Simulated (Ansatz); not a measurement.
HfC₄₇ (charge −1): single-point calculation (part 2 of 3)

Continued. System: HfC₄₇ (defect cell, 48 atoms in the cell, total charge −1). Method: DFT PBE, scalar-relativistic, plane waves, PAW, spin-polarised (Ansatz 0.2.0); cutoff 420 eV, 2×2×2 k-mesh, Gaussian smearing of 0.05 eV, collinear spins. The structure derives from an entry of the Crystallography Open Database.

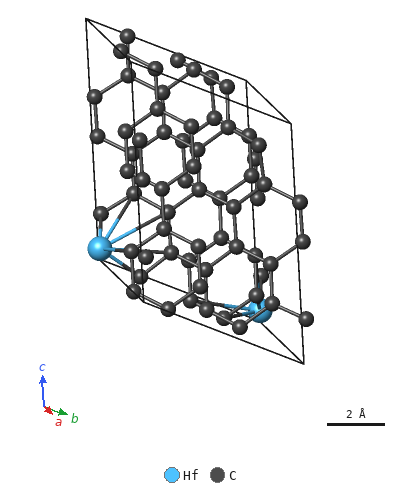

*The structure as given in the input (ball-and-stick view of the cell of the calculation, seen slightly off an axis). An atom can appear more than once, as a periodic image.*

Output, continued
```
SCF iter   1: F=—  HF=-27503.947511 eV  |F-HF|=—  |Δ(HF+E_count)|=         —  Δρ=6.56e-2 (↑6.54e-2 ↓6.56e-2)  dr2=9.52e1  dr2_m=5.01e-2  M=0.462 μB ∫|m|=0.478 μB  β_m=0.30  ethr=3.10e-3  ⟨swp⟩=6.0  Hψ=10931  notcnv=0  defer=439
Mixer restart at iter 1: flushing history
preconditioner: auto → Kerker (q_TF=auto, 2.430 Å⁻¹)  [metal: Δε(μ)=0.033 eV  Ē_g=16.114 eV  σ=0.050 eV  W_gap=0.35  n_scr=102 (ndim 8)  ℏωp=25.7 eV  f_vac=0.000  D(μ)=7.04/eV (n_scr^D=40)]
spin=Collinear: Kerker preconditioning applied to the charge; magnetization (m = ρ↑ − ρ↓) channel mixes plain (no charge-response kernel on spin).
SCF iter   2: F=—  HF=-27504.979277 eV  |F-HF|=—  |Δ(HF+E_count)|=    1.03e0  Δρ=4.91e-2 (↑4.80e-2 ↓4.91e-2)  dr2=5.91e1  dr2_m=2.06e-2  M=0.245 μB ∫|m|=0.283 μB  β_m=0.65  ethr=3.10e-3  ⟨swp⟩=2.6  Hψ=4725  notcnv=0  defer=647
SCF iter   3: F=—  HF=-27503.177212 eV  |F-HF|=—  |Δ(HF+E_count)|=    1.80e0  Δρ=1.07e-2 (↑1.07e-2 ↓1.04e-2)  dr2=7.69e0  dr2_m=4.41e-4  M=-0.000 μB ∫|m|=0.041 μB  β_m=0.59  ethr=3.10e-3  ⟨swp⟩=3.0  Hψ=5975  notcnv=0  defer=647
SCF iter   4: F=—  HF=-27500.952303 eV  |F-HF|=—  |Δ(HF+E_count)|=    2.22e0  Δρ=8.08e-3 (↑8.08e-3 ↓8.03e-3)  dr2=3.06e0  dr2_m=4.92e-4  M=-0.002 μB ∫|m|=0.030 μB  β_m=0.73  ethr=3.10e-3  ⟨swp⟩=2.2  Hψ=4710  notcnv=0  defer=654
SCF iter   5: F=—  HF=-27501.214628 eV  |F-HF|=—  |Δ(HF+E_count)|=   2.62e-1  Δρ=3.47e-3 (↑3.47e-3 ↓3.39e-3)  dr2=4.85e-1  dr2_m=6.88e-4  M=0.001 μB ∫|m|=0.016 μB  β_m=0.85  ethr=1.42e-3  ⟨swp⟩=2.0  Hψ=3878  notcnv=0  defer=654
SCF iter   6: F=—  HF=-27501.276422 eV  |F-HF|=—  |Δ(HF+E_count)|=   6.18e-2  Δρ=1.67e-3 (↑1.66e-3 ↓1.67e-3)  dr2=1.02e-1  dr2_m=4.29e-6  M=-0.002 μB ∫|m|=0.006 μB  β_m=0.93  ethr=2.26e-4  ⟨swp⟩=2.0  Hψ=4114  notcnv=0  defer=658
SCF iter   7: F=—  HF=-27501.285536 eV  |F-HF|=—  |Δ(HF+E_count)|=   9.11e-3  Δρ=8.15e-4 (↑8.15e-4 ↓7.38e-4)  dr2=2.76e-2  dr2_m=6.58e-5  M=-0.003 μB ∫|m|=0.005 μB  β_m=0.96  ethr=4.76e-5  ⟨swp⟩=2.0  Hψ=4329  notcnv=0  defer=658
SCF iter   8: F=—  HF=-27501.284715 eV  |F-HF|=—  |Δ(HF+E_count)|=   8.21e-4  Δρ=3.54e-4 (↑3.53e-4 ↓3.54e-4)  dr2=6.30e-3  dr2_m=4.74e-7  M=-0.002 μB ∫|m|=0.003 μB  β_m=0.98  ethr=1.28e-5  ⟨swp⟩=2.0  Hψ=3846  notcnv=0  defer=658
SCF iter   9: F=—  HF=-27501.284633 eV  |F-HF|=—  |Δ(HF+E_count)|=   8.24e-5  Δρ=1.45e-4 (↑1.45e-4 ↓1.43e-4)  dr2=1.26e-3  dr2_m=6.31e-8  M=-0.002 μB ∫|m|=0.002 μB  β_m=0.99  ethr=2.93e-6  ⟨swp⟩=2.0  Hψ=4281  notcnv=0  defer=658
SCF iter  10: F=—  HF=-27501.284567 eV  |F-HF|=—  |Δ(HF+E_count)|=   6.64e-5  Δρ=7.50e-5 (↑7.50e-5 ↓7.47e-5)  dr2=2.81e-4  dr2_m=2.90e-8  M=-0.001 μB ∫|m|=0.002 μB  β_m=1.00  ethr=5.85e-7  ⟨swp⟩=2.0  Hψ=3670  notcnv=0  defer=659
SCF iter  11: F=—  HF=-27501.284558 eV  |F-HF|=—  |Δ(HF+E_count)|=   8.58e-6  Δρ=3.38e-5 (↑3.38e-5 ↓3.37e-5)  dr2=3.85e-5  dr2_m=5.79e-9  M=-0.001 μB ∫|m|=0.002 μB  β_m=1.00  ethr=1.31e-7  ⟨swp⟩=2.0  Hψ=3816  notcnv=0  defer=659
SCF iter  12: F=—  HF=-27501.284552 eV  |F-HF|=—  |Δ(HF+E_count)|=   5.76e-6  Δρ=1.78e-5 (↑1.77e-5 ↓1.78e-5)  dr2=8.02e-6  dr2_m=1.81e-9  M=-0.001 μB ∫|m|=0.001 μB  β_m=1.00  ethr=1.79e-8  ⟨swp⟩=2.0  Hψ=4218  notcnv=0  defer=659
SCF iter  13: F=—  HF=-27501.284553 eV  |F-HF|=—  |Δ(HF+E_count)|=   9.85e-7  Δρ=8.81e-6 (↑8.68e-6 ↓8.81e-6)  dr2=1.91e-6  dr2_m=1.07e-9  M=-0.001 μB ∫|m|=0.001 μB  β_m=0.95  ethr=3.73e-9  ⟨swp⟩=2.0  Hψ=4216  notcnv=0  defer=659
SCF iter  14: F=—  HF=-27501.284553 eV  |F-HF|=—  |Δ(HF+E_count)|=   6.28e-8  Δρ=3.11e-6 (↑3.11e-6 ↓2.92e-6)  dr2=4.41e-7  dr2_m=8.17e-10  M=-0.001 μB ∫|m|=0.001 μB  β_m=0.98  ethr=8.86e-10  ⟨swp⟩=2.0  Hψ=4088  notcnv=0  defer=659
SCF iter  15: F=—  HF=-27501.284553 eV  |F-HF|=—  |Δ(HF+E_count)|=   1.01e-8  Δρ=1.59e-6 (↑1.59e-6 ↓1.51e-6)  dr2=1.20e-7  dr2_m=6.17e-10  M=-0.001 μB ∫|m|=0.001 μB  β_m=0.99  ethr=2.05e-10  ⟨swp⟩=2.0  Hψ=3700  notcnv=0  defer=659
SCF iter  16: F=—  HF=-27501.284553 eV  |F-HF|=—  |Δ(HF+E_count)|=   1.20e-8  Δρ=1.24e-6 (↑1.08e-6 ↓1.24e-6)  dr2=4.08e-8  dr2_m=3.53e-10  M=-0.001 μB ∫|m|=0.001 μB  β_m=0.89  ethr=4.65e-11  ⟨swp⟩=19.1  Hψ=19546  notcnv=0
SCF iter  17: F=—  HF=-27501.284553 eV  |F-HF|=—  |Δ(HF+E_count)|=   4.98e-9  Δρ=6.13e-7 (↑6.13e-7 ↓5.71e-7)  dr2=9.61e-9  dr2_m=2.69e-10  M=-0.000 μB ∫|m|=0.001 μB  β_m=0.90  ethr=1.90e-11  ⟨swp⟩=3.0  Hψ=6000  notcnv=0
SCF iter  18: F=-27501.284553 eV  HF=-27501.284553 eV  |F-HF|=1.05e-9  |Δ(HF+E_count)|=   2.17e-9  Δρ=3.61e-7 (↑3.61e-7 ↓2.83e-7)  dr2=2.02e-9  dr2_m=1.99e-10  M=-0.000 μB ∫|m|=0.001 μB  ethr=4.47e-12  ⟨swp⟩=3.0  Hψ=5561  notcnv=0
SCF 1 converged in 18 iterations: F = -27501.284553 eV  dr2 = 2.02e-9
  greatest PAW one-centre occupation: 0.998 electrons in one spin orbital (limit 2), on the Hf atom at site 0 (counted from 0), in its partial waves of l = 0
WARN: the starting moments were not kept: the SCF closed with an absolute magnetisation of 5.7e-4 μB, where they sum to 0.8 μB in size (4 sites). That is at most 0.1 of that sum. Measured as dr2_m measures the in/out step, that magnetisation stands 2.0e-8 eV from none, at or under the dr2_threshold of 1.0e-7 eV: it is no larger than a step whose dr2_m would equal this threshold. The system may hold no moment; this SCF shows only that its start led to no more than that. To try another start: raise the starting moments (crystal.atoms[].spin, magnetization.per_species, magnetization.initial_magnetization, or on a non-collinear deck that types none of these the spinor_matrix: blocks that start its atoms; where the total moment is fixed, keep their sum and leave initial_magnetization as it is; typed ones take the place of any that the run laid by itself, positive ones on a crystal's lanthanoids without a Hubbard term where scf.initial_density.shell_occupations: [] is typed) or, if the notice of its spin-set hold's release reads "site moments contracting" or "site moments show no strong build", lengthen the hold (scf.mixing.spin_hold: { on: { confirm: 4 } }; for m-r²SCAN on two components see the key's manual first). Each may lead to a state that holds a moment. A second SCF, from the converged charge density, with the starting moments and any scf.initial_density.shell_occupations laid on it anew, would have followed, and was not run: the deck does not ask for one (magnetization.retry_lost_moments is false, the default). To let it run, set magnetization.retry_lost_moments: true and run the deck again, where that key's refused combinations let it; where memory then withholds it, that run's warning says so.
SCF converged after 18 iterations
Magnetization: -0.0004 μB (107.4998 up, 107.5002 down)
Absolute magnetization: 0.0006 μB (∫|ρ↑−ρ↓|, with the PAW one-centre terms)
Spin contamination: 0.0000 ħ² per cell (⟨S²⟩ above its minimum at these occupations)
Per-site moments (μB) at R_I (Å): [(1.2405880508570507e-6, 0.8289216530425547), (5.467056136601891e-6, 0.5798979402695281), (1.0556676003336134e-7, 0.5827332016161434), (1.4948492214159148e-6, 0.573147817583368), (2.02919683129726e-6, 0.5807087919206216), (9.19749725360388e-8, 0.5828090898134182), (5.480520373689059e-6, 0.5801401234017547), (5.329021215746943e-6, 0.5851355630081967), (2.4942377450158177e-6, 0.5807412949552946), (4.015990065227712e-6, 0.5795226897959441), (4.108655064654651e-6, 0.5795041315129498), (9.774600441770808e-7, 0.5733671777410133), (3.266200022871696e-7, 0.5857300831460615), (1.1088458442968165e-7, 0.5918284510454737), (2.4770513733200364e-7, 0.5861597676383474), (-8.374495812139028e-8, 0.5853670992185674), (-1.5033667228226574e-7, 0.5857667437516005), (3.1753515946855034e-8, 0.5858888470267992), (1.9568560062317291e-7, 0.5849659898579624), (3.858461889396378e-7, 0.58621632847617), (-1.1967096844924373e-7, 0.5892562342549622), (-1.1727985418797939e-7, 0.5857429425050484), (5.8622848067178745e-8, 0.5857702439707366), (-1.322620907182265e-7, 0.5893138291314071), (-2.4920638394435356e-5, 0.573147817583368), (-1.847397998037527e-5, 0.5798979402695281), (-2.2575308025608185e-6, 0.5827332016161434), (-2.7469791399457457e-6, 0.5807087919206216), (-1.957637670031566e-5, 0.5848863314785113), (-1.992504240856083e-5, 0.5801401234017547), (-2.142407466955202e-5, 0.5823812183394846), (-2.0025406980978166e-5, 0.5847855823702052), (-2.6175761999445666e-6, 0.5807412949552946), (-2.2202237193685403e-6, 0.5851355630081967), (-2.1318687827240356e-5, 0.5825312240159981), (-2.349261110457906e-5, 0.5733671777410133), (-1.04262491461486e-6, 0.5857300831460615), (-1.4207470378018275e-6, 0.5887810694117535), (-1.21165012018863e-6, 0.5889480518223595), (-6.934695771948047e-7, 0.5853670992185674), (7.678129459618124e-8, 0.5849659898579624), (8.36587607433314e-8, 0.5861597676383474), (-5.296862082223342e-7, 0.5858888470267992), (-8.130732765263877e-7, 0.5857667437516005), (-7.169344182880297e-7, 0.58621632847617), (-2.760480861435275e-7, 0.5857429425050484), (4.197114041368903e-8, 0.5857702439707366), (2.676153458965535e-7, 0.5916644064015808)]
Free energy (F): -27501.284553 eV
Harris-Foulkes:  -27501.284553 eV  (|F-HF|=1.05e-9)
Internal energy: -27501.277787 eV  (E = F + TS)
E sigma→0 (E₀):  -27501.281170 eV
Entropy (-TS):   -0.006767 eV (-0.141 meV/atom)
Fermi energy:    8.251676 eV
--- Per-component energies (eV) ---
  E_band       = -492.964546
  E_kinetic    = 4737.344164
  E_local      = -15333.878969  (includes V_loc(G=0)·N_el)
  E_nonlocal   = 44.200907
  E_hartree    = 6022.703301
  E_xc         = -2573.362635
  E_vxc        = -3082.431370  (∫ρ·V_xc dr)
  E_paw        = -11600.403232  (= ΣΔE_a)
  E_vpaw       = 1096.395987  (= ΣTr[D̂ρ^β])
  E_aug_tail   = 0.000343  (compensation charges beyond the density's cutoff)
  E_ewald      = -8797.881666
  E_smearing   = -0.006767  (= −TS)
  E_closure    = 0.000000  (closes the sum)
  E_deformation_potential = -14.770177  (in the stress; not in F)
  Σ components = -27501.284553   (vs F -27501.284553, Δ=0.00e0)
--- Forces (eV/Å), atoms counted from 1 ---
  atom   1  Hf    -0.02046410     0.13055825     0.59321136
  atom   2  C     -0.12713450    -0.09640320     0.11858339
  atom   3  C      0.08515296    -0.01591197    -0.16449433
  atom   4  C     -0.01143013    -0.03612745    -0.11504937
  atom   5  C     -0.10562648    -0.05639272    -0.09859934
  atom   6  C     -0.07094073     0.01532111    -0.12829308
  atom   7  C      0.11507935    -0.10684405     0.07744465
  atom   8  C     -0.00387273    -0.29577582     0.02150162
  atom   9  C      0.17004282    -0.08987761    -0.10546448
  atom  10  C      0.10291005    -0.03692084    -0.07959852
  atom  11  C     -0.02470114    -0.01519540    -0.08611619
  atom  12  C      0.07894470    -0.00752816    -0.17166651
  atom  13  C      0.03767825     0.06673627     0.00194738
  atom  14  C      0.00744502     0.06333018    -0.05578630
  atom  15  C      0.04399360    -0.05821055    -0.00256306
  atom  16  C      0.06472391    -0.07911366     0.04226952
  atom  17  C     -0.04340961    -0.07650155     0.02611942
  atom  18  C     -0.03232791    -0.05806029     0.01577310
  atom  19  C      0.01125451     0.05032844    -0.01145772
  atom  20  C     -0.01639328     0.06284005    -0.02369357
  atom  21  C      0.02232024    -0.05625089     0.00274274
  atom  22  C      0.04780985    -0.07682537     0.02488720
  atom  23  C     -0.05403509    -0.06530474     0.02176110
  atom  24  C     -0.04721301    -0.02407277    -0.01817674
  atom  25  C     -0.07416529    -0.08379004     0.01724869
  atom  26  C      0.08726058    -0.01699127    -0.06192993
  atom  27  C     -0.02768050    -0.04867635    -0.12556517
  atom  28  C      0.10676210     0.13165781     0.01770469
  atom  29  C      0.08650065     0.14486464     0.06698076
  atom  30  C     -0.07171067     0.01174162    -0.06366484
  atom  31  C     -0.13333613     0.00208187    -0.00323097
  atom  32  C     -0.10577470     0.11457532     0.03272781
  atom  33  C     -0.17988992     0.13921037     0.06001907
  atom  34  C     -0.04297715     0.41243238     0.07683075
  atom  35  C      0.10125749     0.02905200     0.03332223
  atom  36  C      0.08522558    -0.05400977     0.02005638
  atom  37  C      0.01472600     0.05406662    -0.00146584
  atom  38  C      0.05198949     0.02537630    -0.01727522
  atom  39  C     -0.07044658     0.02708470     0.00114534
  atom  40  C     -0.07971222     0.03604683    -0.02415532
  atom  41  C     -0.01192625    -0.07261154     0.01813831
  atom  42  C     -0.01424526    -0.05733386     0.00467133
  atom  43  C      0.03384021     0.06244951     0.02874607
  atom  44  C      0.05824071     0.05088693     0.00165879
  atom  45  C     -0.03691784     0.06078750     0.02469037
  atom  46  C     -0.05058694     0.04036152     0.00691963
  atom  47  C      0.01273829    -0.08927842    -0.03120623
  atom  48  C      0.03102070    -0.05777616     0.03239737
  max |Σ_I F_I| component: 4.63e-5 eV/Å
--- Band table (eV; the first three rows and the last of 16) ---
  k-point 0 ↑: bands = ["-53.5037", "-22.5562", "-22.4804", "-22.2063", "-12.0127", "-11.2610", "-10.2253", "-10.0893", "-10.0602", "-9.9591", "-9.9478", "-9.9122", "-9.6246", "-9.5521", "-9.5392", "-9.2534", "-9.2219", "-7.9036", "-6.7685", "-6.7469", "-6.7173", "-6.1599", "-6.1430", "-5.7797", "-5.6982", "-5.6926", "-5.6656", "-5.0889", "-5.0715", "-5.0589", "-5.0282", "-4.9636", "-4.9112", "-4.8740", "-4.5653", "-4.1837", "-4.1343", "-3.5398", "-3.5258", "-3.4064", "-3.3924", "-3.3708", "-3.3628", "-3.3442", "-2.9971", "-2.9715", "-2.1270", "-2.0248", "-1.2530", "-0.7748", "-0.2865", "-0.2829", "-0.2608", "-0.1991", "-0.1922", "-0.1640", "0.2286", "0.2531", "0.2780", "0.6909", "0.7007", "1.0412", "1.0509", "1.0892", "1.1255", "1.1490", "1.1621", "1.1811", "1.1890", "1.1979", "1.2233", "1.4462", "1.4733", "1.4959", "1.5464", "1.5790", "1.6369", "1.6732", "1.7528", "1.7846", "1.9333", "2.0349", "2.1635", "2.1989", "2.6465", "2.6913", "2.7827", "3.0956", "3.3326", "3.7986", "4.1407", "4.2340", "4.5021", "4.5316", "4.7967", "4.9369", "5.0095", "5.3216", "5.4342", "5.7286", "6.1159", "6.6242", "6.7541", "6.9701", "7.1865", "7.4199", "7.4276", "8.1830", "8.2681", "8.4281", "8.8570", "9.0088", "9.1046", "9.1982", "9.8422", "10.1061", "10.4470", "11.1115", "11.3555", "11.9357", "12.9062", "13.0079", "13.1218", "13.4903", "13.7599", "13.8369", "13.8699", "13.9173", "13.9851", "14.2429", "14.3211", "14.4311", "14.4625", "14.6093", "14.7807", "14.7909", "14.8455", "14.9113", "15.4456", "15.6627", "15.7443", "15.7866", "15.8143", "15.8395", "16.2086", "16.3242", "16.4498", "16.6510", "16.8808", "16.9649", "17.0204", "17.1449", "17.2306", "17.3400", "17.4533", "17.4911"]
  k-point 1 ↑: bands = ["-53.5037", "-22.5562", "-22.4804", "-22.2063", "-11.5956", "-11.4470", "-10.9314", "-10.6809", "-10.5024", "-10.4868", "-9.8936", "-9.4573", "-8.6604", "-8.6420", "-8.5820", "-8.5614", "-8.1053", "-7.9587", "-7.9051", "-7.7219", "-7.6818", "-7.5471", "-6.8493", "-6.4123", "-6.2913", "-6.2637", "-5.8153", "-5.3712", "-5.2218", "-4.7784", "-4.5874", "-3.6772", "-3.5476", "-3.5291", "-3.4467", "-3.4256", "-3.4063", "-3.3771", "-3.3466", "-3.1214", "-3.1152", "-3.0745", "-3.0593", "-2.9448", "-2.9382", "-2.6135", "-2.5367", "-2.5237", "-2.3128", "-1.7237", "-1.4048", "-1.3968", "-0.7604", "-0.7210", "-0.6662", "-0.6222", "-0.3657", "-0.2104", "-0.1277", "0.0995", "0.1138", "0.3814", "0.4945", "0.8632", "0.9281", "0.9435", "1.0194", "1.0311", "1.3218", "1.4516", "1.4814", "1.5086", "1.7324", "1.7996", "1.8897", "2.1865", "2.4341", "2.4671", "2.5266", "2.8149", "2.8324", "2.8722", "3.0043", "3.1259", "3.1796", "3.3941", "3.4377", "3.4718", "3.5436", "3.6182", "3.7273", "3.9090", "4.1074", "4.2145", "4.2930", "4.3551", "4.3614", "4.8421", "5.2646", "5.4256", "5.4693", "5.6730", "6.0409", "6.3608", "6.6747", "6.9803", "7.5272", "8.7040", "8.9187", "9.4931", "9.7189", "9.7676", "10.2038", "10.4890", "10.6907", "10.8385", "10.9010", "11.1724", "11.2091", "11.2365", "11.4911", "11.6412", "11.8116", "12.0285", "12.2487", "12.8339", "13.1985", "13.6452", "14.1792", "14.3093", "14.6709", "14.7548", "15.0811", "15.3581", "15.3903", "15.5881", "15.6353", "15.7805", "15.8086", "15.8932", "16.0129", "16.0847", "16.1164", "16.2649", "16.2936", "16.4405", "16.5572", "16.6756", "16.7106", "16.8699", "16.9713", "17.0641", "17.1526", "17.1673", "17.2435", "17.3351"]
```
